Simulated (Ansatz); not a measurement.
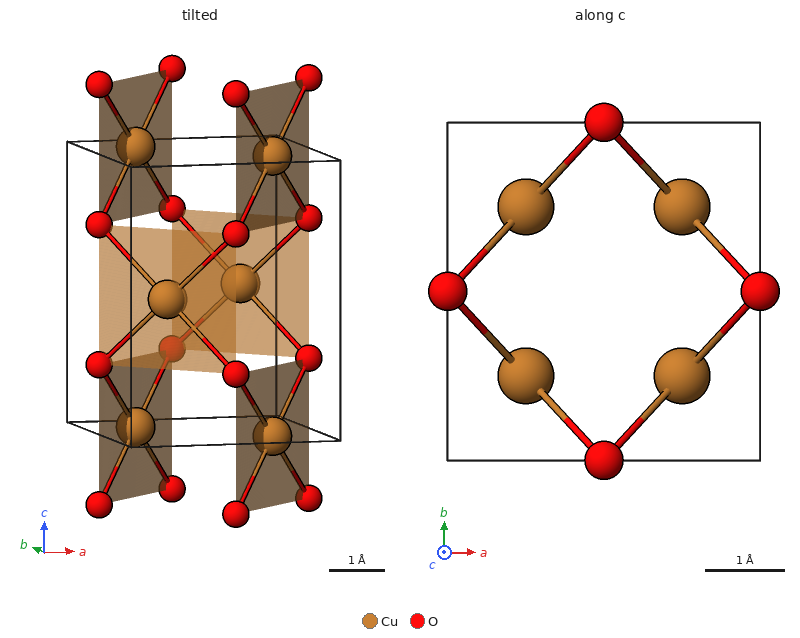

Polyhedral drawing of the structure, looking slightly off an axis and along the c axis. One conventional unit cell is framed, with atoms on its boundary repeated. A few atoms beyond the faces are included.

CuO, space group Cccm (No. 66), a = 3.98 Å, b = 4.31 Å, c = 5.16 Å, α = 90.00°, β = 90.00°, γ = 90.00°.

Computed with DFT PBEsol, scalar-relativistic, plane waves, PAW (Ansatz). Settings: E_cut = 420 eV, k-points about 0.15 Å⁻¹ apart, Gaussian smearing of 0.1 eV, no spin polarisation.

What is the electronic character?

Answer. A metal: bands cross the Fermi level.

State the hydrostatic pressure.

Answer. The computed pressure is -6.1 GPa (stretched: it would shrink). The stress isn't hydrostatic: its largest component is 7.5 GPa.

Origin of the cell: a structure listed in the Materials Project. Earlier steps of the study, as a rule a relaxation of our own, may have changed the cell and positions, so they can lie some per cent off the listed ones. A calculation with Ansatz used it as input.

At this level of theory the run's own cell isn't at rest (stretched, at -6 GPa), so its distances can differ from those at equilibrium, the more so the softer the solid.
